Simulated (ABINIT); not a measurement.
## Run report: TiAl3, geometry relaxation (part 3 of 3)

The same run, continued: TiAl3 (I4/mmm, 4 atoms in the cell); Kohn-Sham DFT of a periodic cell, PBEsol, JTH PAW PBE v2.0, no spin polarisation (ABINIT 10.8.3); cutoff 408.17 eV, 10×10×10 k-mesh, fermi-dirac of 0.05 eV. The structure derives from a Materials Project entry.

Geometry of the input (Å; fractional positions):
```
-1.9111  1.9111  4.2807
1.9111  -1.9111  4.2807
1.9111  1.9111  -4.2807
Ti 0.0000  0.0000  0.0000
Al 0.2500  0.7500  0.5000
Al 0.7500  0.2500  0.5000
Al 0.5000  0.5000  0.0000
```

**Trajectory as extended XYZ, continued**
```
4
Lattice="-1.9106 1.9106 4.2785 1.9106 -1.9106 4.2785 1.9106 1.9106 -4.2785" Properties=species:S:1:pos:R:3:forces:R:3 step=3 energy=-1767.76439
Ti    0.0000    0.0000    0.0000    0.0000   0.0000   0.0000
Al    1.9106    0.0000    2.1392    0.0000   0.0000   0.0000
Al    0.0000    1.9106    2.1392    0.0000   0.0000   0.0000
Al    0.0000    0.0000    4.2785    0.0000   0.0000   0.0000
```

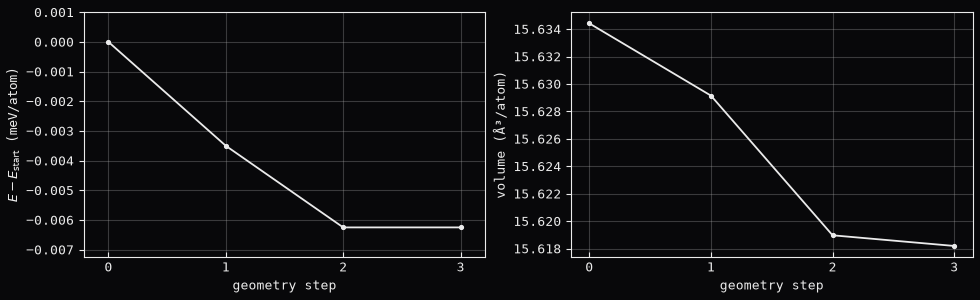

Fig. 1: Progress of the relaxation, step by step (steps are counted from 0). The atoms keep their places relative to the cell (all moves are under 0.005 Å). The volume changes by −0.1 %, with a = b 3.822 → 3.821 Å (0.0 %), c 8.561 → 8.557 Å (−0.1 %). The space group stays I4/mmm (No. 139). Over 3 geometry steps the energy falls by next to nothing (0.0 meV per atom). All forces vanish by symmetry, so only the cell relaxes. (Atoms are counted from 1 in the order of the input.)

**Summary**

| quantity | value |
| --- | --- |
| outcome | converged |
| space group (tolerance 0.01 Å) | I4/mmm (139) |
| electrons treated | 21 |
| free energy | −1767.7644 eV |
| Fermi energy | 8.765 eV |
| gap on the k-point mesh | none (metallic) |
| pressure | 0.00 GPa |
| final volume | 62.47 Å³ |
| largest force (length of the vector) at the end | under 0.001 eV/Å |
| final cell | a = 5.060 Å, b = 5.060 Å, c = 5.060 Å, α = 135.63°, β = 135.63°, γ = 64.55° |
| wall time | 6.6 min |
| peak memory | 0.21 GiB |
